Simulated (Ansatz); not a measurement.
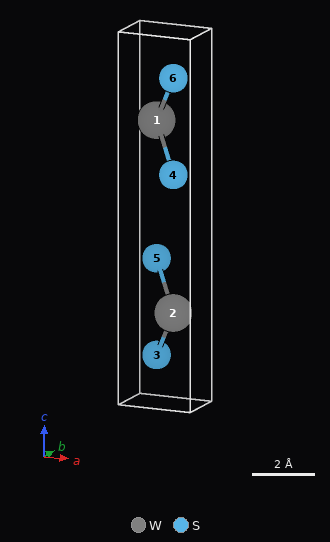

Fig. 1: The structure as given in the input (ball-and-stick view of the cell of the calculation, seen slightly off an axis; atoms are numbered from 1 in the order of the input). Near neighbours in the crystal (not all of them lie inside the picture): W has 6 S at 2.41 Å; S has 3 W at 2.41 Å.

**WS2: geometry relaxation**

WS2 (6 atoms in the cell), computed with DFT PBE+D3(BJ), scalar-relativistic, plane waves, PAW, no spin polarisation (Ansatz 0.2.0).

The structure derives from a Materials Project entry. Figures and captions count atoms from 1; the log counts them from 0 in places.

What the program printed:
```
Engine: ansatz 0.2.0, aarch64-unknown-linux-gnu
Pseudopotentials: kind: paw
Pseudopotential: W, paw, valence charge 14, recommended cutoff 420 eV (normal), W.paw.azcp
Pseudopotential: S, paw, valence charge 6, recommended cutoff 420 eV (normal), S.paw.azcp
Functional definition: PBE
  parameter kappa = 0.804
  parameter beta = 0.06672455060314922
  exchange = pbe_x(kappa = kappa, mu = beta*pi^2/3)
  correlation = pbe_c(beta = beta)
Crystal: 6 atoms, lattice volume = 104.643 Å³
Basis set: ecut = 420 eV, 2033 PW (Γ), exchange–correlation on 48×48×180 points (8 copies of the dense FFT grid, shifted against one another)
Bands: 32, of which v1, the nominal top of the filled ones, is band 26 counted from 1 (25 counted from 0)
Symmetry: 12 space group operations
Space group: P-3m1 (ITA 164), of the structure as read, at distance tolerance 4.7e-5 Å
k-points: 69 of 576
Non-local potential: W, projectors of the file, l = 0: 3, l = 1: 2, l = 2: 2, l = 3: 1
Non-local potential: S, projectors of the file, l = 0: 2, l = 1: 2, l = 2: 2
PAW form: soft (Blöchl's): semilocal exchange-correlation on the pseudo side does not see the compensation charge
PAW one-centre angular grid: W, 590 points (default); XC on 64 Gauss nodes
PAW one-centre angular grid: S, 110 points (default); XC on 64 Gauss nodes
Initial density: superposition of atomic densities (neutral atoms: chi_scale 0, normalization atom), corrected by the library's trained network
Initial wavefunctions: pseudopotential atomic-orbital guess
Functional: x = pbe(κ = 0.804, μ = 0.2195149727645171), c = pbe(β = 0.06672455060314922)
SCF iter   1: F=—  HF=-24385.309959 eV  |F-HF|=—  |Δ(HF+E_count)|=         —  Δρ=5.14e-3  dr2=1.04e-2  ethr=1.77e-3  ⟨swp⟩=6.6  Hψ=10503  notcnv=0
preconditioner: auto → Resta (q_TF=auto, 2.428 Å⁻¹)  ε∞=7.6  [insulator: Δε(μ)=0.891 eV  Ē_g=8.454 eV  σ=0.020 eV  W_gap=1.00  n_scr=26 (ndim 8)  ℏωp=21.8 eV  f_vac=0.012  D(μ)=0.00/eV (n_scr^D=0)  ε∞_Penn≈7.6]
SCF iter   2: F=—  HF=-24385.315506 eV  |F-HF|=—  |Δ(HF+E_count)|=   5.55e-3  Δρ=2.85e-3  dr2=2.47e-3  ethr=2.00e-5  ⟨swp⟩=2.0  Hψ=3818  notcnv=0  defer=100
SCF iter   3: F=—  HF=-24385.319877 eV  |F-HF|=—  |Δ(HF+E_count)|=   4.37e-3  Δρ=7.76e-4  dr2=3.86e-4  ethr=4.74e-6  ⟨swp⟩=2.0  Hψ=3390  notcnv=0  defer=100
SCF iter   4: F=—  HF=-24385.320120 eV  |F-HF|=—  |Δ(HF+E_count)|=   2.43e-4  Δρ=9.68e-5  dr2=1.86e-5  ethr=7.43e-7  ⟨swp⟩=2.0  Hψ=3110  notcnv=0  defer=100
SCF iter   5: F=—  HF=-24385.320189 eV  |F-HF|=—  |Δ(HF+E_count)|=   6.92e-5  Δρ=3.32e-5  dr2=1.31e-6  ethr=3.58e-8  ⟨swp⟩=2.0  Hψ=3089  notcnv=0  defer=100
SCF iter   6: F=—  HF=-24385.320190 eV  |F-HF|=—  |Δ(HF+E_count)|=   7.61e-7  Δρ=9.21e-6  dr2=1.02e-7  ethr=2.52e-9  ⟨swp⟩=2.0  Hψ=3248  notcnv=0  defer=100
SCF iter   7: F=-24385.320190 eV  HF=-24385.320190 eV  |F-HF|=2.50e-9  |Δ(HF+E_count)|=   8.43e-8  Δρ=1.54e-6  dr2=3.24e-9  ethr=1.92e-10  ⟨swp⟩=13.0  Hψ=15666  notcnv=0
SCF 1 converged in 7 iterations: F = -24385.320190 eV  dr2 = 3.24e-9
  greatest PAW one-centre occupation: 1.000 electrons in one spin orbital (limit 2), on the W atom at site 1 (counted from 0), in its partial waves of l = 0
relax step   1: F+E_penalty+E_count = -24385.32019024 eV  Δ(F+E_penalty+E_count) = +0.000e0 eV  max|allowed force component| = 6.842e-4 eV/Å  Δτ_max = 0.0000 Å  P = -0.016 GPa  Ω = 104.643 Å³  (7 SCF iters, dr2 threshold 1.00e-7 eV, accepted)
Initial density: handed on by an earlier stage of this run
Initial wavefunctions: pseudopotential atomic-orbital guess (no wavefunctions were taken with the density)
iter 1 solved again at ethr=1.92e-7 eV; its pass at ethr=3.10e-3 eV (dr2=9.97e-5 eV) is discarded
SCF iter   1: F=—  HF=-24385.320128 eV  |F-HF|=—  |Δ(HF+E_count)|=         —  Δρ=1.67e-6  dr2=4.71e-9  ethr=1.92e-7  ⟨swp⟩=3.1  Hψ=16350  notcnv=0
eigensolver tolerance schedule: the retry pair's looser diagonalisation over-reported the residual by 21140.68 of it (diagonalisation noise at an unbounded share of the residual, at the tolerance the schedule requests for it); recorded, not acted on — ethr = c·dr2/N_el stays at c = 1.0e-1
preconditioner: auto → Resta (q_TF=auto, 2.428 Å⁻¹)  ε∞=7.6  [insulator: Δε(μ)=0.892 eV  Ē_g=8.471 eV  σ=0.020 eV  W_gap=1.00  n_scr=26 (ndim 8)  ℏωp=21.8 eV  f_vac=0.009  D(μ)=0.00/eV (n_scr^D=0)  ε∞_Penn≈7.6]
SCF iter   2: F=—  HF=-24385.320190 eV  |F-HF|=—  |Δ(HF+E_count)|=   6.21e-5  Δρ=1.28e-6  dr2=1.55e-9  ethr=9.07e-12  ⟨swp⟩=4.0  Hψ=6106  notcnv=0
SCF iter   3: F=—  HF=-24385.320190 eV  |F-HF|=—  |Δ(HF+E_count)|=   1.19e-9  Δρ=6.57e-7  dr2=5.67e-10  ethr=2.98e-12  ⟨swp⟩=2.0  Hψ=3081  notcnv=0
SCF iter   4: F=—  HF=-24385.320190 eV  |F-HF|=—  |Δ(HF+E_count)|=  9.46e-10  Δρ=2.81e-7  dr2=9.79e-11  ethr=1.09e-12  ⟨swp⟩=2.0  Hψ=3417  notcnv=0
SCF iter   5: F=-24385.320190 eV  HF=-24385.320190 eV  |F-HF|=3.64e-12  |Δ(HF+E_count)|=  2.18e-11  Δρ=2.09e-7  dr2=4.27e-11  ethr=1.00e-12  ⟨swp⟩=6.4  Hψ=10603  notcnv=0
SCF 2 converged in 5 iterations: F = -24385.320190 eV  dr2 = 4.27e-11
relax step   2: F+E_penalty+E_count = -24385.32019024 eV  Δ(F+E_penalty+E_count) = -1.590e-9 eV  max|allowed force component| = 6.807e-4 eV/Å  Δτ_max = 0.0000 Å  P = -0.016 GPa  Ω = 104.643 Å³  stress off target by 2.79e-2 GPa  SCF on the basis re-selected at this cell (its energy is not comparable with the rows above)  (5 SCF iters)
```

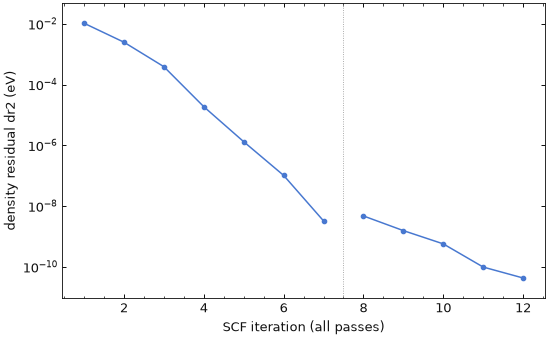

Fig. 2: Convergence of the self-consistent field: density residual dr2 against the SCF iteration. The dotted lines part the SCF passes of the relaxation: geometry steps, rejected trials and re-solves on a re-selected basis. The passes take 7 and 5 iterations.

```
basis re-selected at this cell: Δ(F+E_penalty+E_count) = -1.590e-9 eV, ΔP = -0.000 GPa vs the last step (what re-selecting the basis moved, of the pressure what is left beyond the Pulay correction that the steps carried, after the strain that the cell walked since its last selection, with what the two solves' SCF thresholds leave and, on support functions, any second-order correction that the steps lacked; it is no measure of the basis error at this ecutwfc). This SCF's stress stands 2.79e-2 GPa from its target on what of the cell is left free (relax.cell.stress_tol is 5.00e-2 GPa) and its largest allowed force component is 6.81e-4 eV/Å (relax.f_tol is 5.00e-3 eV/Å): within both
SCF converged after 5 iterations
Free energy (F): -24385.320190 eV
Harris-Foulkes:  -24385.320190 eV  (|F-HF|=3.64e-12)
Internal energy: -24385.320190 eV  (E = F + TS)
E sigma→0 (E₀):  -24385.320190 eV
Fermi energy:    12.507734 eV
--- Per-component energies (eV) ---
  E_band       = -357.678070
  E_kinetic    = 1334.621148
  E_local      = -3363.102048  (includes V_loc(G=0)·N_el)
  E_nonlocal   = 114.823147
  E_hartree    = 1328.797646
  E_xc         = -925.238225
  E_vxc        = -831.350482  (∫ρ·V_xc dr)
  E_paw        = -19526.334853  (= ΣΔE_a)
  E_vpaw       = -270.265174  (= ΣTr[D̂ρ^β])
  E_aug_tail   = -0.000123  (compensation charges beyond the density's cutoff)
  E_ewald      = -3346.276675
  E_disp       = -2.610208  (pairwise vdW)
  E_smearing   = -0.000000  (= −TS)
  E_closure    = 0.000000  (closes the sum)
  Σ components = -24385.320190   (vs F -24385.320190, Δ=0.00e0)
--- Forces (eV/Å), atoms counted from 1 ---
  atom   1  W      0.00000000    -0.00000000    -0.00011038
  atom   2  W     -0.00000000     0.00000000     0.00011038
  atom   3  S      0.00000000    -0.00000000    -0.00015622
  atom   4  S     -0.00000000    -0.00000000    -0.00068067
  atom   5  S      0.00000000     0.00000000     0.00068067
  atom   6  S     -0.00000000     0.00000000     0.00015622
  max |Σ_I F_I| component: 2.31e-18 eV/Å
--- Stress (GPa, compression-positive) ---
       -0.010037      -0.000000       0.000000
       -0.000000      -0.010037      -0.000000
        0.000000      -0.000000      -0.027872
  P = ⅓ Tr σ = -0.0160 GPa (-0.160 kbar)
--- Band table (eV; the first three rows and the last of 69) ---
  k-point 0: bands = ["-62.5265", "-62.5265", "-26.8272", "-26.8272", "-26.6451", "-26.6451", "-26.6451", "-26.6451", "-3.6446", "-3.3623", "-2.1361", "-1.6100", "4.3001", "5.5001", "8.0736", "8.5476", "8.5476", "8.5658", "8.5658", "9.7738", "9.7738", "9.8417", "9.8417", "10.6401", "10.7663", "12.0623", "14.3124", "14.3124", "14.3254", "14.3254", "14.3321", "14.3321"]
  k-point 1: bands = ["-62.5265", "-62.5265", "-26.8273", "-26.8272", "-26.6451", "-26.6451", "-26.6451", "-26.6451", "-3.6115", "-3.4152", "-2.0501", "-1.6816", "4.4398", "5.2640", "8.3964", "8.5502", "8.5502", "8.5630", "8.5630", "9.7837", "9.7837", "9.8317", "9.8317", "9.9320", "11.3276", "11.9887", "14.3011", "14.3011", "14.3076", "14.3076", "14.3877", "14.3877"]
  k-point 2: bands = ["-62.5265", "-62.5265", "-26.8272", "-26.8272", "-26.6451", "-26.6451", "-26.6451", "-26.6451", "-3.5227", "-3.5224", "-1.8596", "-1.8591", "4.8101", "4.8110", "8.5565", "8.5565", "8.5565", "8.5565", "9.1132", "9.1141", "9.8076", "9.8076", "9.8077", "9.8077", "11.7527", "11.7535", "14.2991", "14.2991", "14.2992", "14.2992", "14.4657", "14.4657"]
  k-point 68: bands = ["-62.5050", "-62.5050", "-26.9181", "-26.9181", "-26.8824", "-26.8824", "-26.7502", "-26.7502", "-0.9590", "-0.9590", "-0.8956", "-0.8956", "5.5010", "5.5012", "5.9013", "5.9013", "6.8192", "6.8195", "7.1958", "7.1958", "8.2752", "8.2752", "8.8912", "8.8912", "11.3544", "11.3546", "13.3217", "13.3217", "14.5628", "14.5637", "15.4245", "15.4245"]
--- Relaxed structure (1 steps of the walk, 1 accepted, 1 SCFs on fresh bases) ---
  F+E_penalty+E_count = -24385.32019024 eV   max|allowed force component| = 6.807e-4 eV/Å   (the final SCF, on the basis selected at the relaxed cell)
  cell:  # Å, volume = 104.6435 Å³
    - [3.15415829873943, 2.88676229163464e-11, 0.0]
    - [-1.5770791493947147, 2.7315812142514186, 0.0]
    - [0.0, 0.0, 12.1454746117]
  atoms:
    - { symbol: W, position: [0.33333333333333337, 0.6666666666666667, 0.7500219004000002] }
    - { symbol: W, position: [0.6666666666666666, 0.3333333333333333, 0.24997809959999998] }
    - { symbol: S, position: [0.33333333333333337, 0.6666666666666667, 0.1203226762] }
    - { symbol: S, position: [0.6666666666666666, 0.3333333333333333, 0.6203665186] }
    - { symbol: S, position: [0.33333333333333337, 0.6666666666666667, 0.3796334814] }
    - { symbol: S, position: [0.6666666666666666, 0.3333333333333333, 0.8796773238] }
```

Trajectory as extended XYZ (Å, eV, eV/Å), 2 frames, from step=1 to step=2:
```
6
Lattice="3.1542 0.0000 0.0000 -1.5771 2.7316 0.0000 0.0000 0.0000 12.1455" Properties=species:S:1:pos:R:3:forces:R:3 step=1 energy=-24385.32019 pressure_GPa=-0.02
W     0.0000    1.8211    9.1094    0.0000   0.0000  -0.0001
W     1.5771    0.9105    3.0361    0.0000   0.0000   0.0001
S     0.0000    1.8211    1.4614    0.0000   0.0000  -0.0002
S     1.5771    0.9105    7.5346    0.0000   0.0000  -0.0007
S     0.0000    1.8211    4.6108    0.0000   0.0000   0.0007
S     1.5771    0.9105   10.6841    0.0000   0.0000   0.0002
6
Lattice="3.1542 0.0000 0.0000 -1.5771 2.7316 0.0000 0.0000 0.0000 12.1455" Properties=species:S:1:pos:R:3:forces:R:3 step=2 energy=-24385.32019 pressure_GPa=-0.02
W     0.0000    1.8211    9.1094    0.0000   0.0000  -0.0001
W     1.5771    0.9105    3.0361    0.0000   0.0000   0.0001
S     0.0000    1.8211    1.4614    0.0000   0.0000  -0.0002
S     1.5771    0.9105    7.5346    0.0000   0.0000  -0.0007
S     0.0000    1.8211    4.6108    0.0000   0.0000   0.0007
S     1.5771    0.9105   10.6841    0.0000   0.0000   0.0002
```

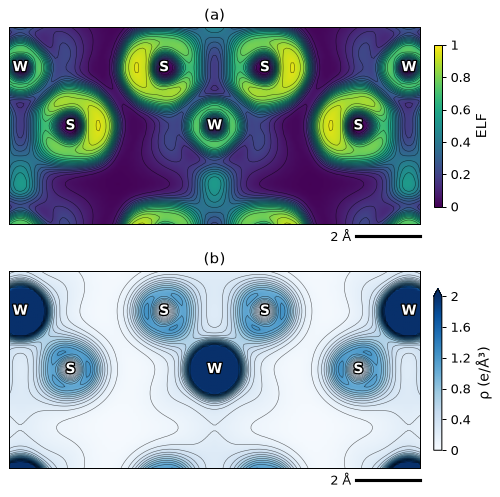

Fig. 3: (a) ELF; (b) valence electron density on the (110) plane of the conventional cell. Atoms in the plane: W and S. W–S (2.41 Å): the density is about 0.63 e/Å³ at the midpoint; the ELF is about 0.50 at the midpoint. Away from the nuclei the density in this plane falls to 0.02 e/Å³ at its lowest. The ELF has a maximum of about 0.55 in the space between the atoms. The strong features right at W lie inside the PAW spheres (semicore, d or f shells) and say nothing about bonding. In a PAW calculation such maps are meaningful between the atoms, not at the nuclei.

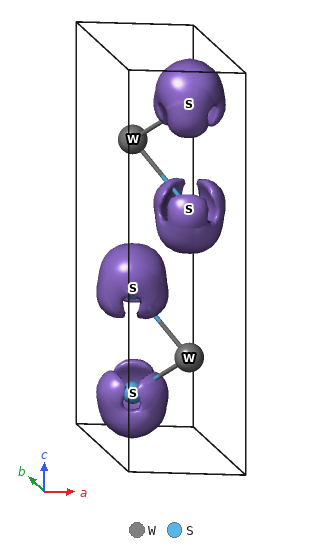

Fig. 4: Isosurface of the ELF at 0.8 (purple), seen at an oblique angle. Only the valence region is drawn (cores and ρ < 0.01 e/Å³ removed). Sticks mark near contacts. The outline is the cell set on symmetry axes. Profiles from the grid: W–S (2.41 Å): the ELF is about 0.50 at the midpoint.

The run was set up as follows.

The input:
```yaml
crystal:
  lattice:
    - [3.1541582987, 0.0, 0.0]
    - [-1.5770791494, 2.7315812143, 0.0]
    - [0.0, 0.0, 12.1454746117]
  atoms:
    - { symbol: W, position: [0.3333333333, 0.6666666667, 0.7500219004] }
    - { symbol: W, position: [0.6666666667, 0.3333333333, 0.2499780996] }
    - { symbol: S, position: [0.3333333333, 0.6666666667, 0.1203226762] }
    - { symbol: S, position: [0.6666666667, 0.3333333333, 0.6203665186] }
    - { symbol: S, position: [0.3333333333, 0.6666666667, 0.3796334814] }
    - { symbol: S, position: [0.6666666667, 0.3333333333, 0.8796773238] }
basis:
  ecutwfc: 420
kpoints:
  mp_grid: { grid: [12, 12, 4] }
hamiltonian:
  xc: pbe
  dispersion: d3bj
scf:
  occupations: { method: gaussian, width: 0.02 }
output:
  forces: true
  stress: true
  eigenvalues: true
  write_density: true
  write_potential: true
  elf: true
  volumetric_format: npy
relax:
  adjacent_minimum: "off"
  f_tol: 0.005
  max_steps: 80
  cell: { stress_tol: 0.05 }
```

Command:
```bash
ansatz run input.yaml --threads 1 --pin off --max-ram 2560MiB --backend cpu --events-out ev --progress --plain --runs-dir out
```

Key numbers:

| quantity | value |
| --- | --- |
| outcome | converged |
| space group (tolerance 0.01 Å) | P6₃/mmc (194) |
| electrons treated | 52 |
| free energy | −24385.3202 eV |
| Fermi energy | 12.508 eV |
| gap on the k-point mesh | 0.89 eV |
| pressure | −0.02 GPa |
| final volume | 104.64 Å³ |
| largest force (length of the vector) at the end | 0.001 eV/Å |
| final cell | a = 3.154 Å, b = 3.154 Å, c = 12.145 Å, α = 90.00°, β = 90.00°, γ = 120.00° |
| hardware | 1 thread of Arm Neoverse V1, 24 GiB of memory available, shared host |
| wall time | 31 s |
| peak memory | 0.47 GiB |

Notes:

Spin–orbit coupling is left out, which matters for W.
